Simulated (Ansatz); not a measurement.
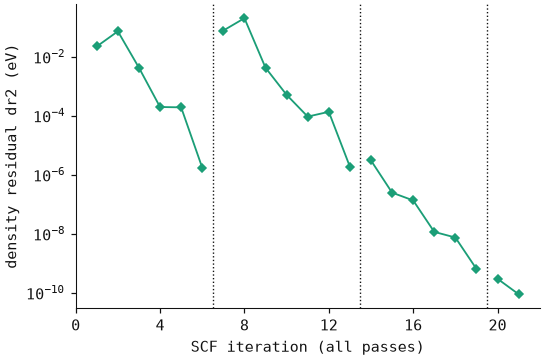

The plot shows the SCF iterations of a calculation: density residual dr2. The run starts with a semilocal functional; after that each stretch between dotted lines is one SCF of the hybrid functional between two exact rebuilds of the exchange operator by the outer loop. The starting density is a sum of atomic densities corrected by a trained network. The program stopped passes 1 and 2 early, since the exchange operator was about to change.

Program: Ansatz.

```
crystal:
  lattice:
    - [1.6869022614, 0.9532479933, 6.5796479418]
    - [-1.6869022614, 0.9532479933, 6.5796479418]
    - [0.0, -1.9064959865, 6.5796479418]
  atoms:
    - { symbol: W, position: [-0.0009230983, -0.0009230983, 0.0018000604] }
    - { symbol: Se, position: [0.4175531636, 0.4175531636, 0.4160044205] }
    - { symbol: Se, position: [0.2500366014, 0.2500366014, 0.2488621857] }
kpoints:
  mp_grid: { grid: [6, 6, 6] }
  band_path:
    path:
      - [0.0, 0.0, 0.0]
      - [-0.5, -0.5, -0.5]
      - [-0.5, -0.1806598082, -0.8193401918]
      - [-0.1806598082, 0.1806598082, -0.5]
      - [0.0, 0.0, -0.5]
      - [0.0, 0.3403299041, -0.3403299041]
      - [-0.3403299041, 0.0, -0.6596700959]
      - [-0.5, 0.0, -0.5]
      - [0.0, 0.1701649521, -0.1701649521]
      - [-0.1625938274, 0.1625938274, -0.5]
    npoints: 1
hamiltonian:
  xc: hse06
scf:
  occupations: { method: fixed }
  n_extra_bands: 4
output:
  forces: true
  stress: true
  eigenvalues: true
```

Was self-consistency reached?

Answer. It did not finish: the time limit cut it off after 21 iterations in all. There are 4 passes, of 6, 7, 6 and 2 iterations.

Read the residual at the first and at the last step drawn.

Answer. It starts near 0.02 and ends near 9 × 10⁻¹¹ eV.
